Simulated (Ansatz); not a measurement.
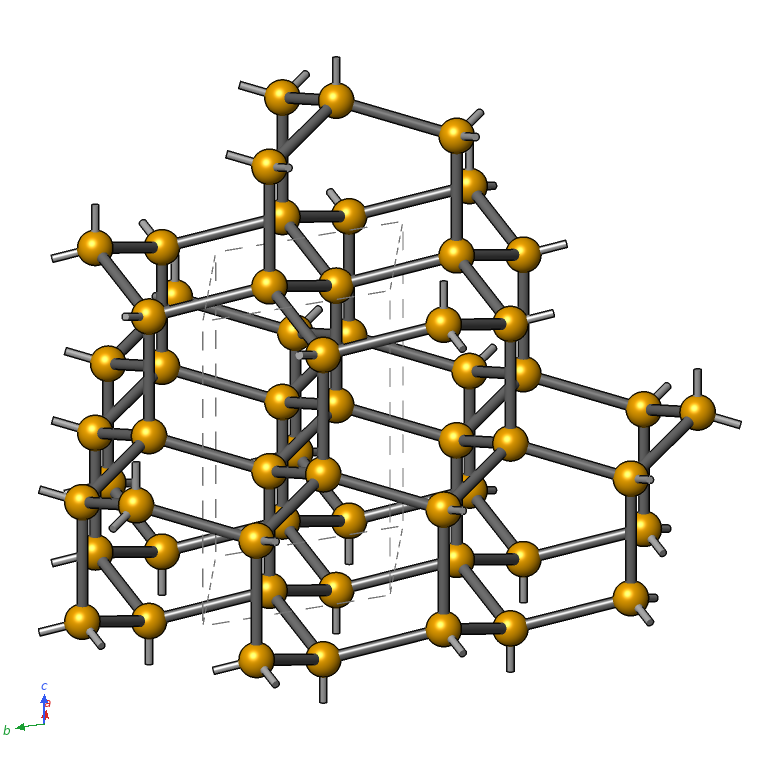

A cut-out of a periodic net derived from a crystal structure. Nodes are coloured by topological kind. Edges to nodes outside the piece are drawn as stubs.

**Classify the net: periodicity, connectivity, name.**

A uninodal 4-connected, three-periodic net. It is the lon net, known from lonsdaleite, wurtzite and tridymite.

**Give point symbol and coordination sequence.**

6^6, sequence 4, 12, 25, 44, 67, 96.

Where the net comes from. The compound is MgO (space group P6_3mc, No. 186), taken as coordinates from a relaxation with DFT PBE, scalar-relativistic, plane waves, PAW in Ansatz 0.2.0. Bonds are taken as Mg–O below 2.3 Å. The graph is simplified in the usual way: terminal and isolated atoms are pruned, two-connected atoms become edges. Mg and O are 4-connected nodes.
